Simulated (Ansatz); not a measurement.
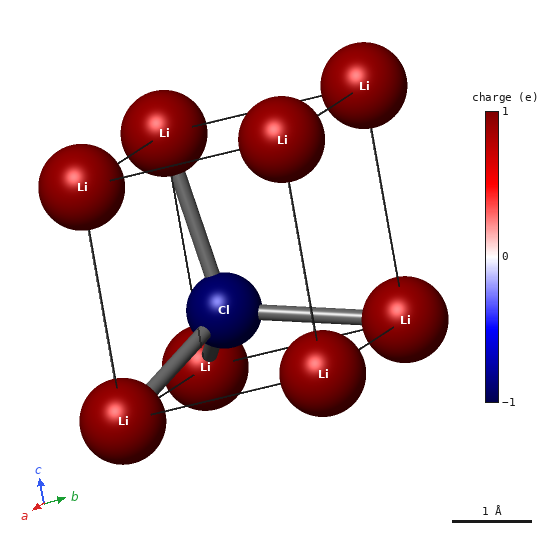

Drawn in the ball-and-stick manner and seen slightly off an axis. One simulation cell is framed, with atoms on its boundary repeated. The atoms of this LiCl cell are coloured by their Bader charge.

Computed with DFT r2SCAN, scalar-relativistic, plane waves, PAW (Ansatz). Settings: wavefunction cutoff 500 eV, an 8×8×8 k-point grid, Gaussian smearing of 0.02 eV, no spin polarisation.

### What charges do the elements carry?

Most positive: Li; most negative: Cl. Charges: about Li +0.9 e; Cl -0.9 e. The transfer is large, as in an ionic solid.

The model was built from a structure type filled with these elements by a generator (whether the compound takes this form wasn't checked). Earlier steps of the study may have refined or changed the cell and positions. It was run through Ansatz as a DFT input.
